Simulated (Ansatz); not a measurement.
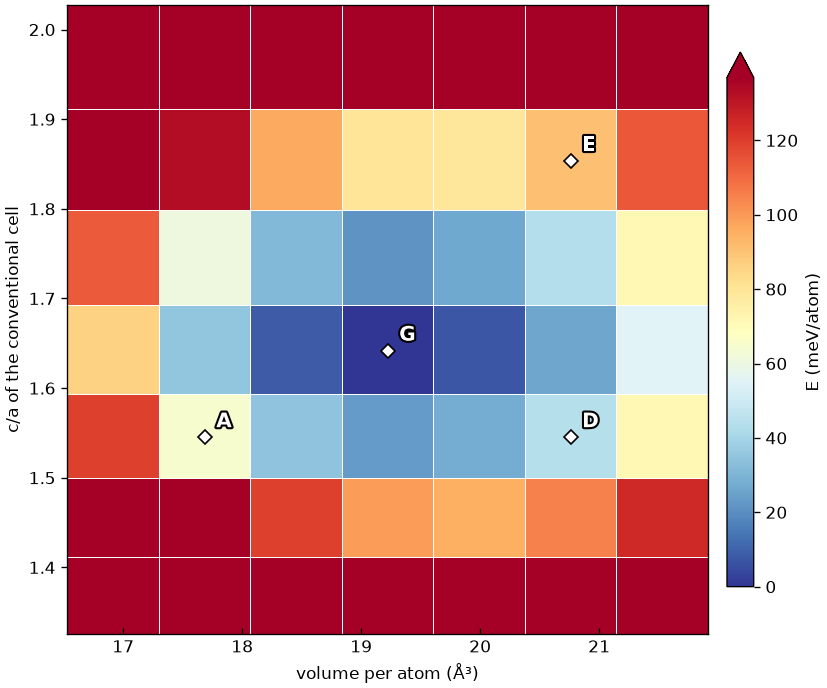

ZnS (P6_3mc, No. 186; 4 atoms in the cell). The energy is mapped over volume and the cell's shape. The first coordinate is: volume per atom; the second: c/a of the conventional cell. Nothing is relaxed (fractional coordinates fixed). The grid has 7 × 7 points. Points are written as (first, second). Energies: meV/atom, counted from the lowest grid point. The calculation used DFT PBEsol, scalar-relativistic, plane waves, PAW in Ansatz. Settings: cutoff 520 eV, k-mesh 9×9×6 in the order of the run's cell vectors, gaussian smearing 0.05 eV, no spin polarisation.

The picture shows one coloured cell a grid point, one colour for all values above the top of the scale, lettered points.

Q: Rank the lettered points by energy, lowest first.

A: G (0 meV/atom), D (44 meV/atom), A (65 meV/atom), E (91 meV/atom).

Q: What kind of point is each of A, E, G: minimum, saddle, maximum or slope?

A: A: on a slope; E: on a slope; G: minimum. (In these two coordinates alone; a stationary point may lie a little off the grid point.)
